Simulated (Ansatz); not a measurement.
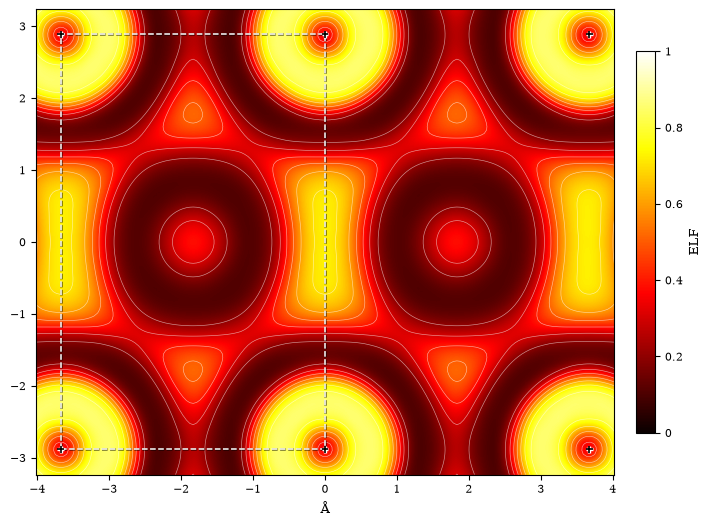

The electron localisation function on a plane through atoms (crosses mark nuclei in the plane).

Level of theory: Kohn-Sham DFT of a periodic cell, PBE, Ansatz PAW in Ansatz.

Candidates:
A. Y, a = 3.67 Å, b = 3.67 Å, c = 5.77 Å, α = 90.00°, β = 90.00°, γ = 120.00°. Space group P6₃/mmc.
B. SnSe$_{2}$, a = 3.76 Å, b = 3.76 Å, c = 6.05 Å, α = 90.00°, β = 90.00°, γ = 120.00°. Space group P-3m1; not relaxed (largest force 1.2 eV/Å); computed pressure about 9 GPa in this cell.

Q: Which candidate gave the map?

A: Candidate A: Y on the (010) plane of the conventional cell, which holds Y. Y–Y (3.67 Å): the ELF is about 0.25 at the midpoint: no localised pair shows between them.
